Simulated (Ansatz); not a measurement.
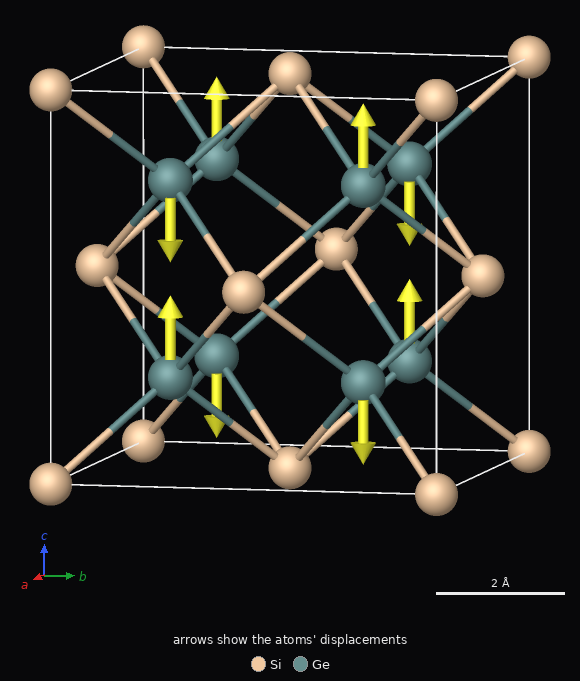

Phonons of crystalline SiGe2 (a generated structure), space group Fm-3m (No. 225), at the zone centre. The optical levels lie at 128 (×3), 216 (×3) cm⁻¹. One mode is drawn. The yellow arrows give the relative displacements of the atoms. A ball-and-stick model of the conventional cell (4 times the calculation's cell), seen slightly off an axis. Lengths and directions refer to the drawn axes.

All numbers below come from DFT PBE, scalar-relativistic, plane waves, PAW in Ansatz. Set-up: plane-wave cutoff 420 eV; k-point mesh 12 × 12 × 12; occupations fermi dirac; smearing width 0.15 eV; no spin polarisation.

The frequencies depend somewhat on the k-mesh and the smearing.

> Which of these frequencies is the drawn mode's?

The level at 128 cm⁻¹. This is the T₂g mode (triply degenerate; one member of the set is drawn), the lowest optical level, Raman-active by symmetry. The Si atoms stay at rest; all motion is along c; atoms of one kind move against one another, with no net shift of their sublattice.
